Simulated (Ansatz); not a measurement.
Consider N.

Input file:

```
crystal:
  lattice:
    - [3.6082818987, 0.0, 0.0]
    - [-1.8041409494, 3.1248637883, 0.0]
    - [0.0, 0.0, 7.3283623782]
  atoms:
    - { symbol: "N", position: [0.3333333333, 0.6666666667, 0.3243481465] }
    - { symbol: "N", position: [0.3333333333, 0.6666666667, 0.1756518535] }
    - { symbol: "N", position: [0.6666666667, 0.3333333333, 0.8243481465] }
    - { symbol: "N", position: [0.6666666667, 0.3333333333, 0.6756518535] }
basis:
  ecutwfc: 420
kpoints:
  mp_grid: { grid: [9, 9, 4] }
hamiltonian:
  xc: pbe
  dispersion: d3bj
scf:
  occupations: { method: gaussian, width: 0.02 }
output:
  forces: true
  stress: true
  eigenvalues: true
  write_density: true
  write_potential: true
  elf: true
  volumetric_format: npy
relax:
  adjacent_minimum: "off"
  f_tol: 0.01
  max_steps: 30
  cell: { stress_tol: 0.1, fix: [volume] }
```

Launched as:

```sh
ansatz run input.yaml --threads 1 --pin off --max-ram 2560MiB --backend cpu --events-out ev --progress --plain --runs-dir out
```

Below, planes, directions and counts refer to the conventional cell (a = 3.60 Å, b = 3.60 Å, c = 7.35 Å, α = 90.00°, β = 90.00°, γ = 120.00°).

The fields are those of the relaxed geometry.

Space group P6₃/mmc; a structure from a database of computed crystals, not necessarily the ambient phase; changed on purpose from its base cell (volume × 0.88, shape and atoms relaxed).

Method: Ansatz, DFT PBE+D3(BJ), scalar-relativistic, plane waves, PAW.

What will maps of the valence pseudo-density and electron localisation function show?

N–N (1.10 Å): ρ is about 4.6 e/Å³ halfway; the ELF peaks at about 0.85 between the atoms (inside overlapping PAW spheres, so only a guide) (a short, multiple covalent bond).

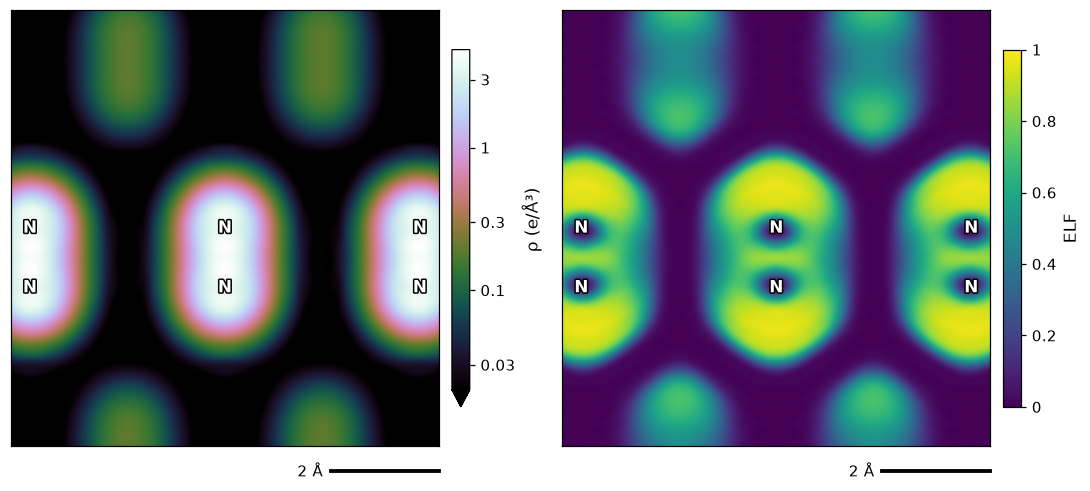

Computed valence pseudo-density and electron localisation function on the (010) plane of the conventional cell, in this order. 

In a PAW calculation such maps are meaningful between the atoms, not at the nuclei.
